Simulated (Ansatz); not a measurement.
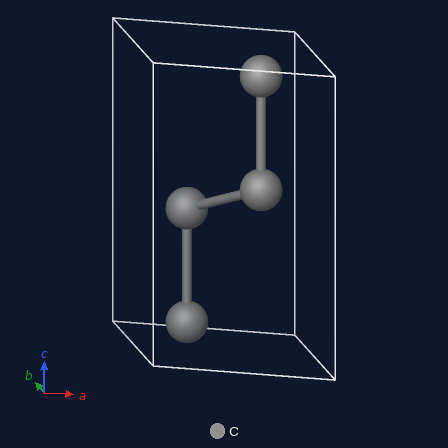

System: C, space group P6_3/mmc (No. 194). The picture shows the conventional cell.

The given structure:
```xyz
4
Lattice="2.5221 0.0000 0.0000 -1.2611 2.1842 0.0000 0.0000 0.0000 4.1186" Properties=species:S:1:pos:R:3 pbc="T T T"
C     1.2611    0.7281    3.8612
C     0.0000    1.4561    1.8019
C     1.2611    0.7281    2.3167
C     0.0000    1.4561    0.2574
```

Method: all-electron LAPW DFT, no spin polarisation; energies at scaled volumes of the given cell, shape and fractions fixed, counted from the fit's minimum, third-order Birch-Murnaghan fit (Ansatz 0.2.0). Level: PBEsol.

- k mesh: 12×12×7
- occupations: Fermi–Dirac
- smearing width: 0.05 eV
- potentials: all electron LAPW, scalar relativistic
- program settings: basis error eV/atom 0.001

Predict the energy and pressure against volume. The volume takes the values 5.3318, 5.4452, 5.5587, 5.6721, 5.7856, 5.8990, 6.0124 Å³/atom.

A third-order Birch–Murnaghan fit gives V0 = 5.63 Å³/atom, B0 = 451 GPa and B′ = 3.7. The energy is 24.16 meV/atom at volume 5.3318 Å³/atom and 33.02 meV/atom at 6.0124 Å³/atom; the lowest computed point is at volume 5.6721 Å³/atom (0.44 meV/atom). The pressure falls from 27.09 GPa at volume 5.3318 Å³/atom to −26.26 GPa at 6.0124 Å³/atom, and changes sign near 5.63 Å³/atom.

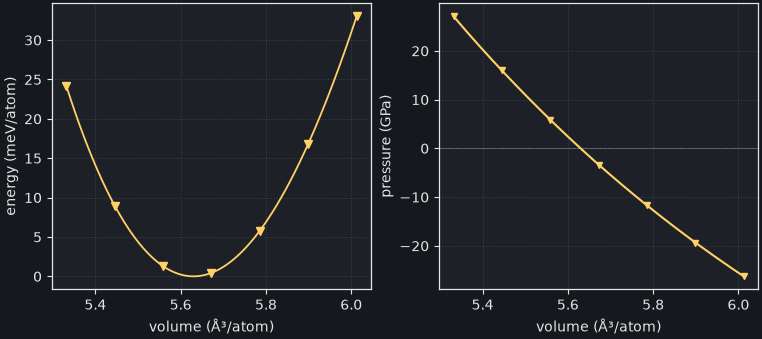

Note: shape and atomic fractions are frozen while scaling, which makes layered, chain and framework solids too stiff.
